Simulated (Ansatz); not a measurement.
Geometry relaxation of SiC (part 2 of 2)

Continued. System: SiC (slab, 6 atoms in the cell). Method: DFT, PBEsol, plane waves, PAW, no spin polarisation (Ansatz 0.2.0); cutoff 420 eV, 9×9×1 k-mesh, Gaussian smearing of 0.05 eV. The structure derives from an entry of the Crystallography Open Database. The input holds or restrains some coordinates. Forces given for the steps count only the free coordinates.

Geometry of the input (Å; fractional positions):
```
3.0806  0.0000  0.0000
-1.5403  2.6679  0.0000
0.0000  0.0000  22.6595
C  0.0000  0.0000  0.3751
Si 0.3333  0.6667  0.4029
C  0.3333  0.6667  0.4861
Si 0.6667  0.3333  0.5139
C  0.6667  0.3333  0.5971
Si 0.0000  0.0000  0.6249
```

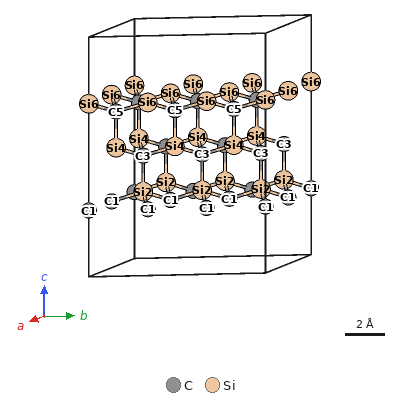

Fig. 1: The geometry at step 2 of the log (ball-and-stick view of the 2 × 3 repeat of the cell, with the vacuum cut short, seen slightly off an axis; atoms are numbered from 1 in the order of the input).

**The program's output, continued**
```
SCF iter   1: F=—  HF=-2601.984149 eV  |F-HF|=—  |Δ(HF+E_count)|=         —  Δρ=1.02e-2  dr2=1.68e0  ethr=3.10e-3  p=0.101 e·Å  D=9.79e-2 V/Å  ΔV_dip=-2.22 eV  dr2_dipole=6.82e-1  V_vac-E_F(+/−)=4.33/6.55 eV  ⟨swp⟩=4.4  Hψ=736  notcnv=0  defer=14
efield: sawtooth ramp at fractional position 0.9800 (handed on by an earlier solve), width 0.0400; the density the first Hamiltonian is built on has a dipole p = 0.101 e·Å; the dipole correction subtracts the counter field D = 9.79e-2 V/Å, which shifts the + side's vacuum level by -2.22 eV against the − side's; the planar-averaged density in the ramp window peaks in size at 5.3e-7 e/Å³
preconditioner: auto → LDOS  [metal: Δε(μ)=0.044 eV  Ē_g=10.478 eV  σ=0.050 eV  W_gap=0.41  n_scr=12 (ndim 8)  ℏωp=13.3 eV  f_vac=0.578  D(μ)=2.86/eV (n_scr^D=12)  β→1.0]
SCF iter   2: F=—  HF=-2601.949667 eV  |F-HF|=—  |Δ(HF+E_count)|=   3.45e-2  Δρ=7.57e-3  dr2=1.39e0  ethr=3.10e-3  p=0.126 e·Å  D=1.22e-1 V/Å  ΔV_dip=-2.76 eV  dr2_dipole=6.11e-1  V_vac-E_F(+/−)=3.90/6.66 eV  ⟨swp⟩=2.3  Hψ=386  notcnv=0  defer=17
SCF iter   3: F=—  HF=-2601.928953 eV  |F-HF|=—  |Δ(HF+E_count)|=   2.07e-2  Δρ=1.79e-3  dr2=5.94e-2  ethr=3.10e-3  p=0.113 e·Å  D=1.10e-1 V/Å  ΔV_dip=-2.49 eV  dr2_dipole=2.67e-2  V_vac-E_F(+/−)=4.12/6.61 eV  ⟨swp⟩=1.5  Hψ=211  notcnv=0  defer=17
SCF iter   4: F=—  HF=-2601.925994 eV  |F-HF|=—  |Δ(HF+E_count)|=   2.96e-3  Δρ=1.01e-3  dr2=1.59e-2  ethr=2.47e-4  p=0.115 e·Å  D=1.12e-1 V/Å  ΔV_dip=-2.53 eV  dr2_dipole=6.56e-3  V_vac-E_F(+/−)=4.09/6.63 eV  ⟨swp⟩=2.1  Hψ=347  notcnv=0  defer=17
SCF iter   5: F=—  HF=-2601.925715 eV  |F-HF|=—  |Δ(HF+E_count)|=   2.78e-4  Δρ=4.01e-4  dr2=1.53e-3  ethr=6.62e-5  p=0.116 e·Å  D=1.12e-1 V/Å  ΔV_dip=-2.55 eV  dr2_dipole=6.15e-4  V_vac-E_F(+/−)=4.09/6.64 eV  ⟨swp⟩=1.5  Hψ=245  notcnv=0  defer=17
SCF iter   6: F=—  HF=-2601.925712 eV  |F-HF|=—  |Δ(HF+E_count)|=   3.53e-6  Δρ=1.02e-4  dr2=2.10e-5  ethr=2.10e-7  p=0.117 e·Å  D=1.13e-1 V/Å  ΔV_dip=-2.57 eV  dr2_dipole=1.97e-6  V_vac-E_F(+/−)=4.07/6.64 eV  ⟨swp⟩=15.7  Hψ=1726  notcnv=0
SCF iter   7: F=-2601.925678 eV  HF=-2601.925723 eV  |F-HF|=4.47e-5  |Δ(HF+E_count)|=   1.11e-5  Δρ=6.43e-5  dr2=3.50e-5  ethr=8.76e-8  p=0.117 e·Å  D=1.13e-1 V/Å  ΔV_dip=-2.57 eV  dr2_dipole=1.52e-5  V_vac-E_F(+/−)=4.08/6.65 eV  ⟨swp⟩=10.6  Hψ=1192  notcnv=0
SCF 3 converged in 7 iterations: F = -2601.925678 eV  dr2 = 3.50e-5
relax step   3: F+E_penalty+E_count = -2601.92567817 eV  Δ(F+E_penalty+E_count) = -2.198e-2 eV  max|allowed force component| = 2.690e-1 eV/Å  Δτ_max = 0.0903 Å  (7 SCF iters, dr2 threshold 5.04e-5 eV, accepted)
iter 1 solved again at ethr=6.91e-4 eV; its pass at ethr=3.10e-3 eV (dr2=1.66e-1 eV) is discarded
SCF iter   1: F=—  HF=-2601.950289 eV  |F-HF|=—  |Δ(HF+E_count)|=         —  Δρ=3.83e-3  dr2=1.46e-1  ethr=6.91e-4  p=0.117 e·Å  D=1.13e-1 V/Å  ΔV_dip=-2.57 eV  dr2_dipole=5.09e-2  V_vac-E_F(+/−)=4.08/6.65 eV  ⟨swp⟩=1.1  Hψ=997  notcnv=0  defer=17
efield: sawtooth ramp at fractional position 0.9800 (handed on by an earlier solve), width 0.0400; the density the first Hamiltonian is built on has a dipole p = 0.117 e·Å; the dipole correction subtracts the counter field D = 1.13e-1 V/Å, which shifts the + side's vacuum level by -2.57 eV against the − side's; the planar-averaged density in the ramp window peaks in size at 6.9e-7 e/Å³
preconditioner: auto → LDOS  [metal: Δε(μ)=0.044 eV  Ē_g=10.517 eV  σ=0.050 eV  W_gap=0.42  n_scr=12 (ndim 8)  ℏωp=13.3 eV  f_vac=0.581  D(μ)=2.66/eV (n_scr^D=10)  β→1.0]
SCF iter   2: F=—  HF=-2602.045105 eV  |F-HF|=—  |Δ(HF+E_count)|=   9.48e-2  Δρ=1.56e-2  dr2=7.80e0  ethr=6.07e-4  p=0.143 e·Å  D=1.39e-1 V/Å  ΔV_dip=-3.15 eV  dr2_dipole=3.69e0  V_vac-E_F(+/−)=3.57/6.72 eV  ⟨swp⟩=3.7  Hψ=442  notcnv=0  defer=17  recentre
SCF iter   3: F=—  HF=-2601.946037 eV  |F-HF|=—  |Δ(HF+E_count)|=   9.91e-2  Δρ=3.54e-3  dr2=2.96e-1  ethr=6.07e-4  p=0.113 e·Å  D=1.10e-1 V/Å  ΔV_dip=-2.49 eV  dr2_dipole=1.32e-1  V_vac-E_F(+/−)=4.15/6.64 eV  ⟨swp⟩=3.5  Hψ=464  notcnv=0  defer=16
SCF iter   4: F=—  HF=-2601.938861 eV  |F-HF|=—  |Δ(HF+E_count)|=   7.18e-3  Δρ=1.18e-3  dr2=2.22e-2  ethr=6.07e-4  p=0.116 e·Å  D=1.13e-1 V/Å  ΔV_dip=-2.56 eV  dr2_dipole=9.51e-3  V_vac-E_F(+/−)=4.08/6.64 eV  ⟨swp⟩=1.2  Hψ=240  notcnv=0  defer=16
SCF iter   5: F=—  HF=-2601.938403 eV  |F-HF|=—  |Δ(HF+E_count)|=   4.59e-4  Δρ=7.48e-4  dr2=1.48e-2  ethr=9.26e-5  p=0.119 e·Å  D=1.15e-1 V/Å  ΔV_dip=-2.61 eV  dr2_dipole=6.86e-3  V_vac-E_F(+/−)=4.03/6.64 eV  ⟨swp⟩=2.0  Hψ=259  notcnv=0  defer=16
SCF iter   6: F=—  HF=-2601.938315 eV  |F-HF|=—  |Δ(HF+E_count)|=   8.80e-5  Δρ=4.14e-4  dr2=4.37e-3  ethr=6.17e-5  p=0.118 e·Å  D=1.15e-1 V/Å  ΔV_dip=-2.60 eV  dr2_dipole=2.02e-3  V_vac-E_F(+/−)=4.04/6.64 eV  ⟨swp⟩=1.2  Hψ=209  notcnv=0  defer=16
SCF iter   7: F=—  HF=-2601.938250 eV  |F-HF|=—  |Δ(HF+E_count)|=   6.42e-5  Δρ=1.67e-4  dr2=6.23e-4  ethr=1.82e-5  p=0.118 e·Å  D=1.15e-1 V/Å  ΔV_dip=-2.60 eV  dr2_dipole=2.85e-4  V_vac-E_F(+/−)=4.05/6.64 eV  ⟨swp⟩=1.7  Hψ=255  notcnv=0  defer=16
SCF iter   8: F=—  HF=-2601.938239 eV  |F-HF|=—  |Δ(HF+E_count)|=   1.14e-5  Δρ=6.40e-5  dr2=6.90e-5  ethr=2.60e-6  p=0.118 e·Å  D=1.14e-1 V/Å  ΔV_dip=-2.59 eV  dr2_dipole=3.04e-5  V_vac-E_F(+/−)=4.05/6.64 eV  ⟨swp⟩=1.1  Hψ=207  notcnv=0  defer=16
iter 9 did not close the SCF: its close was put off until two iterations running show no level that it waits for move by more than its bar (scf_convergence_deferred on its scf_iter line)
SCF iter   9: F=-2601.938238 eV  HF=-2601.938240 eV  |F-HF|=1.68e-6  |Δ(HF+E_count)|=   9.84e-7  Δρ=1.60e-5  dr2=1.85e-6  ethr=2.70e-8  p=0.118 e·Å  D=1.14e-1 V/Å  ΔV_dip=-2.59 eV  dr2_dipole=4.53e-7  V_vac-E_F(+/−)=4.05/6.64 eV  ⟨swp⟩=14.7  Hψ=1435  notcnv=0
SCF iter  10: F=-2601.938240 eV  HF=-2601.938240 eV  |F-HF|=5.07e-8  |Δ(HF+E_count)|=   1.08e-7  Δρ=4.96e-6  dr2=1.32e-7  ethr=7.69e-9  p=0.118 e·Å  D=1.14e-1 V/Å  ΔV_dip=-2.59 eV  dr2_dipole=3.99e-8  V_vac-E_F(+/−)=4.05/6.64 eV  ⟨swp⟩=5.8  Hψ=964  notcnv=0
SCF 4 converged in 10 iterations: F = -2601.938240 eV  dr2 = 1.32e-7
relax step   4: F+E_penalty+E_count = -2601.93824006 eV  Δ(F+E_penalty+E_count) = -1.256e-2 eV  max|allowed force component| = 5.400e-2 eV/Å  Δτ_max = 0.0579 Å  (10 SCF iters, dr2 threshold 6.49e-6 eV, accepted)
SCF iter   1: F=—  HF=-2601.938790 eV  |F-HF|=—  |Δ(HF+E_count)|=         —  Δρ=7.84e-4  dr2=1.70e-2  ethr=1.20e-4  p=0.118 e·Å  D=1.14e-1 V/Å  ΔV_dip=-2.59 eV  dr2_dipole=7.82e-3  V_vac-E_F(+/−)=4.05/6.64 eV  ⟨swp⟩=2.5  Hψ=541  notcnv=0  defer=18
efield: sawtooth ramp at fractional position 0.9800 (handed on by an earlier solve), width 0.0400; the density the first Hamiltonian is built on has a dipole p = 0.118 e·Å; the dipole correction subtracts the counter field D = 1.14e-1 V/Å, which shifts the + side's vacuum level by -2.59 eV against the − side's; the planar-averaged density in the ramp window peaks in size at 1.5e-7 e/Å³
preconditioner: auto → LDOS  [metal: Δε(μ)=0.048 eV  Ē_g=10.504 eV  σ=0.050 eV  W_gap=0.45  n_scr=12 (ndim 8)  ℏωp=13.3 eV  f_vac=0.581  D(μ)=2.66/eV (n_scr^D=10)  β→1.0]
SCF iter   2: F=—  HF=-2601.944630 eV  |F-HF|=—  |Δ(HF+E_count)|=   5.84e-3  Δρ=4.52e-3  dr2=6.32e-1  ethr=7.09e-5  p=0.125 e·Å  D=1.21e-1 V/Å  ΔV_dip=-2.75 eV  dr2_dipole=2.93e-1  V_vac-E_F(+/−)=3.92/6.67 eV  ⟨swp⟩=1.4  Hψ=323  notcnv=0  defer=17  recentre
SCF iter   3: F=—  HF=-2601.938569 eV  |F-HF|=—  |Δ(HF+E_count)|=   6.06e-3  Δρ=2.75e-4  dr2=1.91e-3  ethr=7.09e-5  p=0.118 e·Å  D=1.15e-1 V/Å  ΔV_dip=-2.61 eV  dr2_dipole=8.73e-4  V_vac-E_F(+/−)=4.03/6.64 eV  ⟨swp⟩=1.7  Hψ=214  notcnv=0  defer=17
SCF iter   4: F=—  HF=-2601.938513 eV  |F-HF|=—  |Δ(HF+E_count)|=   5.63e-5  Δρ=3.98e-5  dr2=7.64e-6  ethr=7.96e-6  p=0.119 e·Å  D=1.15e-1 V/Å  ΔV_dip=-2.62 eV  dr2_dipole=2.11e-6  V_vac-E_F(+/−)=4.03/6.65 eV  ⟨swp⟩=2.1  Hψ=285  notcnv=0  defer=17
SCF iter   5: F=—  HF=-2601.938514 eV  |F-HF|=—  |Δ(HF+E_count)|=   1.02e-6  Δρ=2.06e-5  dr2=5.08e-6  ethr=3.18e-8  p=0.119 e·Å  D=1.15e-1 V/Å  ΔV_dip=-2.62 eV  dr2_dipole=2.22e-6  V_vac-E_F(+/−)=4.03/6.65 eV  ⟨swp⟩=2.8  Hψ=393  notcnv=0  defer=17
SCF iter   6: F=—  HF=-2601.938514 eV  |F-HF|=—  |Δ(HF+E_count)|=   5.62e-8  Δρ=8.25e-6  dr2=4.60e-7  ethr=2.12e-8  p=0.119 e·Å  D=1.15e-1 V/Å  ΔV_dip=-2.62 eV  dr2_dipole=1.39e-7  V_vac-E_F(+/−)=4.03/6.65 eV  ⟨swp⟩=1.0  Hψ=199  notcnv=0  defer=17
SCF iter   7: F=—  HF=-2601.938514 eV  |F-HF|=—  |Δ(HF+E_count)|=   1.78e-7  Δρ=5.51e-6  dr2=2.90e-7  ethr=4.17e-10  p=0.119 e·Å  D=1.15e-1 V/Å  ΔV_dip=-2.62 eV  dr2_dipole=1.14e-7  V_vac-E_F(+/−)=4.03/6.65 eV  ⟨swp⟩=12.6  Hψ=1285  notcnv=0
SCF iter   8: F=—  HF=-2601.938514 eV  |F-HF|=—  |Δ(HF+E_count)|=   9.39e-8  Δρ=3.09e-6  dr2=1.66e-7  ethr=1.21e-9  p=0.119 e·Å  D=1.15e-1 V/Å  ΔV_dip=-2.62 eV  dr2_dipole=7.76e-8  V_vac-E_F(+/−)=4.03/6.65 eV  ⟨swp⟩=1.0  Hψ=199  notcnv=0
SCF iter   9: F=-2601.938514 eV  HF=-2601.938514 eV  |F-HF|=3.55e-8  |Δ(HF+E_count)|=   7.34e-9  Δρ=1.37e-6  dr2=2.99e-8  ethr=4.17e-10  p=0.119 e·Å  D=1.15e-1 V/Å  ΔV_dip=-2.62 eV  dr2_dipole=1.36e-8  V_vac-E_F(+/−)=4.03/6.65 eV  ⟨swp⟩=6.8  Hψ=866  notcnv=0
SCF 5 converged in 9 iterations: F = -2601.938514 eV  dr2 = 2.99e-8
relax step   5: F+E_penalty+E_count = -2601.93851407 eV  Δ(F+E_penalty+E_count) = -2.740e-4 eV  max|allowed force component| = 9.745e-3 eV/Å  Δτ_max = 0.0095 Å  (9 SCF iters, accepted)
SCF converged after 9 iterations
Free energy (F): -2601.938514 eV
Harris-Foulkes:  -2601.938514 eV  (|F-HF|=3.55e-8)
Internal energy: -2601.934987 eV  (E = F + TS)
E sigma→0 (E₀):  -2601.936750 eV
Entropy (-TS):   -0.003527 eV (-0.588 meV/atom)
Fermi energy:    -0.088479 eV
Dipole field:    D = 0.115613 V/Å  (p = 0.118988 e·Å, saw-weighted, corrected)
Work function:   Φ+ = 4.0288 eV   Φ− = 6.6485 eV
Levels:          The Fermi level and band energies are counted from a zero that moves with the ramp; work functions are not
--- Per-component energies (eV) ---
  E_band       = -160.041107
  E_kinetic    = 397.433762
  E_local      = -11246.933632  (includes V_loc(G=0)·N_el)
  E_nonlocal   = 157.411941
  E_hartree    = 5440.566011
  E_xc         = -310.054988
  E_vxc        = -322.302040  (∫ρ·V_xc dr)
  E_paw        = -1782.164338  (= ΣΔE_a)
  E_vpaw       = -26.840277  (= ΣTr[D̂ρ^β])
  E_aug_tail   = 0.000038  (compensation charges beyond the density's cutoff)
  E_efield     = 0.006878  (sawtooth field / dipole correction)
  E_vefield    = 0.059772  (∫n·V_field dr)
  E_ewald      = 4741.641358
  E_core_change = 0.157983  (= ΣΔE_core)
  E_smearing   = -0.003527  (= −TS)
  E_closure    = -0.000000  (closes the sum)
  Σ components = -2601.938514   (vs F -2601.938514, Δ=0.00e0)
--- Forces (eV/Å), atoms counted from 1 ---
  atom   1  C      0.00000000     0.00000000     2.47697642
  atom   2  Si    -0.00000000    -0.00000000    -3.47134084
  atom   3  C     -0.00000000     0.00000000     0.99844757
  atom   4  Si     0.00000000    -0.00000000    -0.00267141
  atom   5  C     -0.00000000     0.00000000     0.00824918
  atom   6  Si     0.00000000    -0.00000000    -0.00974456
  max |Σ_I F_I| component: 8.36e-5 eV/Å
--- Band table (eV; the first three rows and the last of 12) ---
  k-point 0: bands = ["-16.5441", "-15.1046", "-12.8199", "-8.4567", "-5.1685", "-2.8809", "-2.8809", "-2.0199", "-2.0199", "-1.1475", "0.0069", "0.0069", "0.3177", "3.7809", "4.0037", "4.8076", "5.2579", "5.7168"]
  k-point 1: bands = ["-16.3332", "-14.9023", "-12.6172", "-8.2839", "-5.0848", "-3.8081", "-3.1752", "-2.9857", "-2.2498", "-1.1107", "-0.7359", "-0.2194", "0.3768", "4.0359", "4.0854", "5.0911", "5.4373", "5.4730"]
  k-point 2: bands = ["-15.7119", "-14.3121", "-12.0264", "-7.8518", "-6.0464", "-4.8603", "-4.5267", "-3.7828", "-2.7684", "-2.7121", "-0.7276", "-0.5068", "0.2556", "2.8325", "4.1229", "4.7240", "5.5988", "5.8879"]
  k-point 11: bands = ["-12.6470", "-12.0468", "-9.7426", "-9.1774", "-8.5841", "-7.6679", "-6.5501", "-6.4847", "-5.1938", "-3.9329", "-3.3408", "-0.6260", "0.2999", "3.2808", "3.6210", "4.3301", "6.6692", "6.7550"]
--- Relaxed structure (5 steps of the walk, 5 accepted, 0 SCFs on fresh bases) ---
  F+E_penalty+E_count = -2601.93851407 eV   max|allowed force component| = 9.745e-3 eV/Å
  atoms:
    - { symbol: C, position: [0.0, 0.0, 0.37511925090000003] }
    - { symbol: Si, position: [0.33333333333333337, 0.6666666666666667, 0.40287052850000005] }
    - { symbol: C, position: [0.33333333333333337, 0.6666666666666667, 0.48612436120000013] }
    - { symbol: Si, position: [0.6666666666666667, 0.33333333333333337, 0.5116580975536718] }
    - { symbol: C, position: [0.6666666666666667, 0.33333333333333337, 0.5987168236945449] }
    - { symbol: Si, position: [-3.0713485458631764e-18, 1.2994039528107415e-33, 0.6211197132188608] }
```

**Trajectory as extended XYZ (Å, eV, eV/Å), 5 frames, from step=1 to step=5**
```
6
Lattice="3.0806 0.0000 0.0000 -1.5403 2.6679 0.0000 0.0000 0.0000 22.6595" Properties=species:S:1:pos:R:3:forces:R:3 step=1 energy=-2601.86681
C     0.0000    0.0000    8.5000    0.0000   0.0000   2.4533
Si    0.0000    1.7786    9.1288    0.0000   0.0000  -3.1340
C     0.0000    1.7786   11.0153    0.0000   0.0000   1.1446
Si    1.5403    0.8893   11.6441    0.0000   0.0000  -0.9997
C     1.5403    0.8893   13.5306    0.0000   0.0000   1.2325
Si    0.0000    0.0000   14.1595    0.0000   0.0000  -0.6972
6
Lattice="3.0806 0.0000 0.0000 -1.5403 2.6679 0.0000 0.0000 0.0000 22.6595" Properties=species:S:1:pos:R:3:forces:R:3 step=2 energy=-2601.90370
C     0.0000    0.0000    8.5000    0.0000   0.0000   2.4540
Si    0.0000    1.7786    9.1288    0.0000   0.0000  -3.2496
C     0.0000    1.7786   11.0153    0.0000   0.0000   0.9923
Si    1.5403    0.8893   11.6218    0.0000   0.0000  -0.6749
C     1.5403    0.8893   13.5257    0.0000   0.0000   0.8982
Si    0.0000    0.0000   14.1171    0.0000   0.0000  -0.4212
6
Lattice="3.0806 0.0000 0.0000 -1.5403 2.6679 0.0000 0.0000 0.0000 22.6595" Properties=species:S:1:pos:R:3:forces:R:3 step=3 energy=-2601.92568
C     0.0000    0.0000    8.5000    0.0000   0.0000   2.4919
Si    0.0000    1.7786    9.1288    0.0000   0.0000  -3.4873
C     0.0000    1.7786   11.0153    0.0000   0.0000   1.2387
Si    1.5403    0.8893   11.6055    0.0000   0.0000   0.2077
C     1.5403    0.8893   13.6160    0.0000   0.0000  -0.1863
Si    0.0000    0.0000   14.1416    0.0000   0.0000  -0.2690
6
Lattice="3.0806 0.0000 0.0000 -1.5403 2.6679 0.0000 0.0000 0.0000 22.6595" Properties=species:S:1:pos:R:3:forces:R:3 step=4 energy=-2601.93824
C     0.0000    0.0000    8.5000    0.0000   0.0000   2.4775
Si    0.0000    1.7786    9.1288    0.0000   0.0000  -3.4604
C     0.0000    1.7786   11.0153    0.0000   0.0000   1.0263
Si    1.5403    0.8893   11.5968    0.0000   0.0000  -0.0090
C     1.5403    0.8893   13.5699    0.0000   0.0000   0.0197
Si    0.0000    0.0000   14.0837    0.0000   0.0000  -0.0540
6
Lattice="3.0806 0.0000 0.0000 -1.5403 2.6679 0.0000 0.0000 0.0000 22.6595" Properties=species:S:1:pos:R:3:forces:R:3 step=5 energy=-2601.93851
C     0.0000    0.0000    8.5000    0.0000   0.0000   2.4770
Si    0.0000    1.7786    9.1288    0.0000   0.0000  -3.4713
C     0.0000    1.7786   11.0153    0.0000   0.0000   0.9984
Si    1.5403    0.8893   11.5939    0.0000   0.0000  -0.0027
C     1.5403    0.8893   13.5666    0.0000   0.0000   0.0082
Si    0.0000    0.0000   14.0742    0.0000   0.0000  -0.0097
```

**Summary**

| quantity | value |
| --- | --- |
| outcome | converged under the restraints of the input |
| electrons treated | 24 |
| free energy | −2601.9385 eV |
| Fermi energy | −0.088 eV |
| gap on the k-point mesh | none (metallic) |
| final volume | 186.23 Å³ |
| largest force (length of the vector) at the end, held atoms and coordinates included | 3.471 eV/Å |
| hardware | 2 threads of Intel Xeon @ 2.90GHz (Ice Lake), 192 GiB of memory available, shared host |
| wall time | 20 s (CPU time 39 s) |
| peak memory | 0.62 GiB |

**Remarks**

Settings chosen away from the usual ones: basis.xc_grid set to 4; scf.initial_density.chi_scale set to 0.0. The electronic state found may not be the lowest one.
